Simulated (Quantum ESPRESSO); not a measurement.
## I: fields calculation

The run: fields calculation of I (1 atom in the cell). Method and program: Kohn-Sham DFT of a periodic cell, BP86, GBRV 1.5 LDA, no spin polarisation (Quantum ESPRESSO 7.5).

The structure derives from a Materials Project entry.

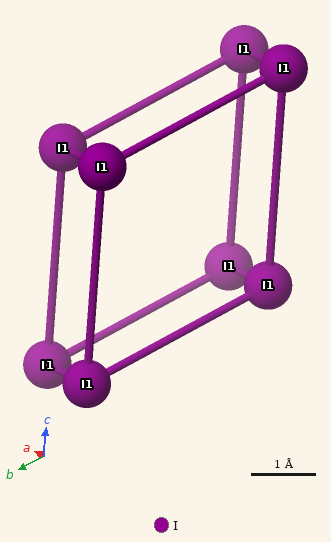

*The structure (ball-and-stick view of the cell of the calculation, set on other vectors, seen at an oblique angle; atoms are numbered from 1 in the order of the input). An atom can appear more than once, as a periodic image.*

Input file:
```
&CONTROL
  calculation = 'scf'
  prefix = 'pwscf'
  outdir = './tmp'
  pseudo_dir = './pseudo'
  tprnfor = .true.
  tstress = .true.
  disk_io = 'low'
/
&SYSTEM
  ibrav = 0
  nat = 1
  ntyp = 1
  ecutwfc = 45
  ecutrho = 360
  nbnd = 9
  input_dft = 'bp'
  occupations = 'smearing'
  smearing = 'mv'
  degauss = 0.00734986
/
&ELECTRONS
  conv_thr = 2d-10
  electron_maxstep = 120
  mixing_beta = 0.5
/
ATOMIC_SPECIES
I    126.9045 i_lda_v1.uspp.F.UPF
CELL_PARAMETERS angstrom
  -2.2399120100    2.0406045100    2.2754012200
   1.8440154800   -2.1717393000    2.0106394700
   2.2168823400    2.1487096300   -2.4065360000
ATOMIC_POSITIONS crystal
I      0.0000000000    0.0000000000    0.0000000000
K_POINTS automatic
9 10 9 0 0 0
```

File pp_density.in:
```
&INPUTPP
  prefix = 'pwscf'
  outdir = './tmp'
  filplot = 'density.dat'
  plot_num = 0
/
&PLOT
  nfile = 1
  filepp(1) = 'density.dat'
  iflag = 3
  output_format = 6
  fileout = 'density.cube'
/
```

File pp_potential.in:
```
&INPUTPP
  prefix = 'pwscf'
  outdir = './tmp'
  filplot = 'potential.dat'
  plot_num = 11
/
&PLOT
  nfile = 1
  filepp(1) = 'potential.dat'
  iflag = 3
  output_format = 6
  fileout = 'potential.cube'
/
```

File pp_potential_ks.in:
```
&INPUTPP
  prefix = 'pwscf'
  outdir = './tmp'
  filplot = 'potential_ks.dat'
  plot_num = 1
/
&PLOT
  nfile = 1
  filepp(1) = 'potential_ks.dat'
  iflag = 3
  output_format = 6
  fileout = 'potential_ks.cube'
/
```

Run on 1 thread of AMD EPYC (Zen 4), 16 GiB of memory available, shared host.

Run as:
```bash
OMP_NUM_THREADS=1 pw.x -in pw.in > pw.out
OMP_NUM_THREADS=1 pp.x -in pp_density.in > pp_density.out
OMP_NUM_THREADS=1 pp.x -in pp_potential.in > pp_potential.out
OMP_NUM_THREADS=1 pp.x -in pp_potential_ks.in > pp_potential_ks.out
```

The program's output:
```
This program is part of the open-source Quantum ESPRESSO suite
     for quantum simulation of materials; please cite
         "P. Giannozzi et al., J. Phys.:Condens. Matter 21 395502 (2009);
         "P. Giannozzi et al., J. Phys.:Condens. Matter 29 465901 (2017);
         "P. Giannozzi et al., J. Chem. Phys. 152 154105 (2020);
          URL
     in publications or presentations arising from this work. More details at

     IMPORTANT: XC functional enforced from input :
     Exchange-correlation= BP
                           (   1   1   1   1   0   0   0)
     Any further DFT definition will be discarded
     Please, verify this is what you really want

     Message from routine setup:
     using ibrav=0 with symmetry is DISCOURAGED, use correct ibrav instead

     G-vector sticks info
     --------------------
     sticks:   dense  smooth     PW     G-vecs:    dense   smooth      PW
     Sum        1283     643    235                28097     9927    2111

     Using Slab Decomposition

     bravais-lattice index     =            0
     lattice parameter (alat)  =       7.1607  a.u.
     unit-cell volume          =     243.5630 (a.u.)^3
     number of atoms/cell      =            1
     number of atomic types    =            1
     number of electrons       =         7.00
     number of Kohn-Sham states=            9
     kinetic-energy cutoff     =      45.0000  Ry
     charge density cutoff     =     360.0000  Ry
     scf convergence threshold =      2.0E-10
     mixing beta               =       0.5000
     number of iterations used =            8  plain     mixing
     Exchange-correlation= BP
                           (   1   1   1   1   0   0   0)

     celldm(1)=   7.160721  celldm(2)=   0.000000  celldm(3)=   0.000000
     celldm(4)=   0.000000  celldm(5)=   0.000000  celldm(6)=   0.000000

     crystal axes: (cart. coord. in units of alat)
               a(1) = (  -0.591116   0.538519   0.600482 )
               a(2) = (   0.486639  -0.573126   0.530611 )
               a(3) = (   0.585039   0.567048  -0.635089 )

     reciprocal axes: (cart. coord. in units 2 pi/alat)
               b(1) = (  0.095129  0.933880  0.921460 )
               b(2) = (  1.028887  0.036340  0.980249 )
               b(3) = (  0.949571  0.913354  0.115656 )

     PseudoPot. # 1 for I  read from file:
     i_lda_v1.uspp.F.UPF
     Pseudo is Ultrasoft + core correction, Zval =  7.0
     Generated by new atomic code, or converted to UPF format
     Using radial grid of  893 points,  6 beta functions with:
                l(1) =   0
                l(2) =   0
                l(3) =   1
                l(4) =   1
                l(5) =   2
                l(6) =   2
     Q(r) pseudized with  8 coefficients,  rinner =    1.500   1.500   1.500
                                                       1.500   1.500

     atomic species   valence    mass     pseudopotential
     I                 7.00   126.90450     I ( 1.00)

      2 Sym. Ops., with inversion, found

   Cartesian axes

     site n.     atom                  positions (alat units)
         1        I      tau(   1) = (   0.0000000   0.0000000   0.0000000  )

     number of k points=   406  Marzari-Vanderbilt smearing, width (Ry)=  0.0073

     Number of k-points >= 100: set verbosity='high' to print them.

     Dense  grid:    28097 G-vectors     FFT dimensions: (  45,  40,  45)

     Smooth grid:     9927 G-vectors     FFT dimensions: (  32,  30,  32)

     Initial potential from superposition of free atoms

     starting charge       6.9999, renormalised to       7.0000
     Starting wfcs are    4 randomized atomic wfcs +    5 random wfcs

     Self-consistent Calculation

     iteration #  1     ecut=    45.00 Ry     beta= 0.50
     Davidson diagonalization with overlap
     ethr =  1.00E-02,  avg # of iterations =  6.8

     Threshold (ethr) on eigenvalues was too large:
     Diagonalizing with lowered threshold

     Davidson diagonalization with overlap
     ethr =  8.03E-05,  avg # of iterations =  3.9

     total energy              =     -65.47528840 Ry
     estimated scf accuracy    <       0.00558611 Ry

     iteration #  2     ecut=    45.00 Ry     beta= 0.50
     Davidson diagonalization with overlap
     ethr =  7.98E-05,  avg # of iterations =  1.0

     total energy              =     -65.47583905 Ry
     estimated scf accuracy    <       0.00025959 Ry

     iteration #  3     ecut=    45.00 Ry     beta= 0.50
     Davidson diagonalization with overlap
     ethr =  3.71E-06,  avg # of iterations =  4.5

     total energy              =     -65.47592221 Ry
     estimated scf accuracy    <       0.00001644 Ry

     iteration #  4     ecut=    45.00 Ry     beta= 0.50
     Davidson diagonalization with overlap
     ethr =  2.35E-07,  avg # of iterations =  2.2

     total energy              =     -65.47592716 Ry
     estimated scf accuracy    <       0.00000054 Ry

     iteration #  5     ecut=    45.00 Ry     beta= 0.50
     Davidson diagonalization with overlap
     ethr =  7.68E-09,  avg # of iterations =  2.9

     total energy              =     -65.47592742 Ry
     estimated scf accuracy    <       0.00000002 Ry

     iteration #  6     ecut=    45.00 Ry     beta= 0.50
     Davidson diagonalization with overlap
     ethr =  2.76E-10,  avg # of iterations =  2.9

     total energy              =     -65.47592744 Ry
     estimated scf accuracy    <          3.8E-10 Ry

     iteration #  7     ecut=    45.00 Ry     beta= 0.50
     Davidson diagonalization with overlap
     ethr =  5.46E-12,  avg # of iterations =  3.8

     End of self-consistent calculation

     Number of k-points >= 100: set verbosity='high' to print the bands.

     the Fermi energy is     4.5169 ev

!    total energy              =     -65.47592744 Ry
     estimated scf accuracy    <          4.0E-11 Ry
     smearing contrib. (-TS)   =      -0.00002343 Ry
     internal energy E=F+TS    =     -65.47590401 Ry

     The total energy is F=E-TS. E is the sum of the following terms:
     one-electron contribution =       3.59731198 Ry
     hartree contribution      =       1.67971574 Ry
     xc contribution           =     -48.18576422 Ry
     ewald contribution        =     -22.56716751 Ry

     convergence has been achieved in   7 iterations

     Forces acting on atoms (cartesian axes, Ry/au):

     atom    1 type  1   force =     0.00000000    0.00000000    0.00000000

     Total force =     0.000000     Total SCF correction =     0.000000

     Computing stress (Cartesian axis) and pressure

          total   stress  (Ry/bohr**3)                   (kbar)     P=        3.10
   0.00007513  -0.00002293  -0.00026326           11.05       -3.37      -38.73
  -0.00002293  -0.00000812   0.00000805           -3.37       -1.19        1.18
  -0.00026326   0.00000805  -0.00000376          -38.73        1.18       -0.55

=------------------------------------------------------------------------------=
   JOB DONE.
=------------------------------------------------------------------------------=
```

File pp_density.out:
```
This program is part of the open-source Quantum ESPRESSO suite
     for quantum simulation of materials; please cite
         "P. Giannozzi et al., J. Phys.:Condens. Matter 21 395502 (2009);
         "P. Giannozzi et al., J. Phys.:Condens. Matter 29 465901 (2017);
         "P. Giannozzi et al., J. Chem. Phys. 152 154105 (2020);
          URL
     in publications or presentations arising from this work. More details at

     ./tmp/pwscf.save/

     IMPORTANT: XC functional enforced from input :
     Exchange-correlation= BP
                           (   1   1   1   1   0   0   0)
     Any further DFT definition will be discarded
     Please, verify this is what you really want

     G-vector sticks info
     --------------------
     sticks:   dense  smooth     PW     G-vecs:    dense   smooth      PW
     Sum        1283     643    235                28097     9927    2111

     Using Slab Decomposition

     Calling punch_plot, plot_num =   0
     Writing data to file  density.dat
     Reading data from file  density.dat

     Writing data to be plotted to file density.cube
     Plot Type: 3D                     Output format: Gaussian cube

=------------------------------------------------------------------------------=
   JOB DONE.
=------------------------------------------------------------------------------=
```

File pp_potential.out:
```
This program is part of the open-source Quantum ESPRESSO suite
     for quantum simulation of materials; please cite
         "P. Giannozzi et al., J. Phys.:Condens. Matter 21 395502 (2009);
         "P. Giannozzi et al., J. Phys.:Condens. Matter 29 465901 (2017);
         "P. Giannozzi et al., J. Chem. Phys. 152 154105 (2020);
          URL
     in publications or presentations arising from this work. More details at

     ./tmp/pwscf.save/

     IMPORTANT: XC functional enforced from input :
     Exchange-correlation= BP
                           (   1   1   1   1   0   0   0)
     Any further DFT definition will be discarded
     Please, verify this is what you really want

     G-vector sticks info
     --------------------
     sticks:   dense  smooth     PW     G-vecs:    dense   smooth      PW
     Sum        1283     643    235                28097     9927    2111

     Using Slab Decomposition

     Calling punch_plot, plot_num =  11
     Writing data to file  potential.dat
     Reading data from file  potential.dat

     Writing data to be plotted to file potential.cube
     Plot Type: 3D                     Output format: Gaussian cube

=------------------------------------------------------------------------------=
   JOB DONE.
=------------------------------------------------------------------------------=
```

File pp_potential_ks.out:
```
This program is part of the open-source Quantum ESPRESSO suite
     for quantum simulation of materials; please cite
         "P. Giannozzi et al., J. Phys.:Condens. Matter 21 395502 (2009);
         "P. Giannozzi et al., J. Phys.:Condens. Matter 29 465901 (2017);
         "P. Giannozzi et al., J. Chem. Phys. 152 154105 (2020);
          URL
     in publications or presentations arising from this work. More details at

     ./tmp/pwscf.save/

     IMPORTANT: XC functional enforced from input :
     Exchange-correlation= BP
                           (   1   1   1   1   0   0   0)
     Any further DFT definition will be discarded
     Please, verify this is what you really want

     G-vector sticks info
     --------------------
     sticks:   dense  smooth     PW     G-vecs:    dense   smooth      PW
     Sum        1283     643    235                28097     9927    2111

     Using Slab Decomposition

     Calling punch_plot, plot_num =   1
     Writing data to file  potential_ks.dat
     Reading data from file  potential_ks.dat

     Writing data to be plotted to file potential_ks.cube
     Plot Type: 3D                     Output format: Gaussian cube

=------------------------------------------------------------------------------=
   JOB DONE.
=------------------------------------------------------------------------------=
```

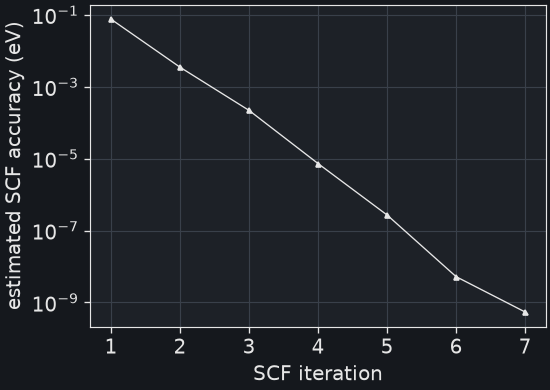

*Convergence of the self-consistent field: estimated SCF accuracy against the iteration.*

The field takes 7 iterations in all.

Summary:

| quantity | value |
| --- | --- |
| outcome | converged |
| space group (tolerance 0.01 Å) | P-1 (2) |
| electrons treated | 7 |
| free energy | −890.8454 eV |
| Fermi energy | 4.517 eV |
| gap on the k-point mesh | none (metallic) |
| pressure | 0.31 GPa |
| largest force (length of the vector) | under 0.001 eV/Å |
| wall time | 35 s |
| peak memory | 0.2 GiB |

Remarks:

Further notes kept with the run: potentials made for another functional. Points of doubt noted for this run: potentials made for another functional. The cell holds an odd number of electrons but the run has no spin polarisation, so a band is left half filled.
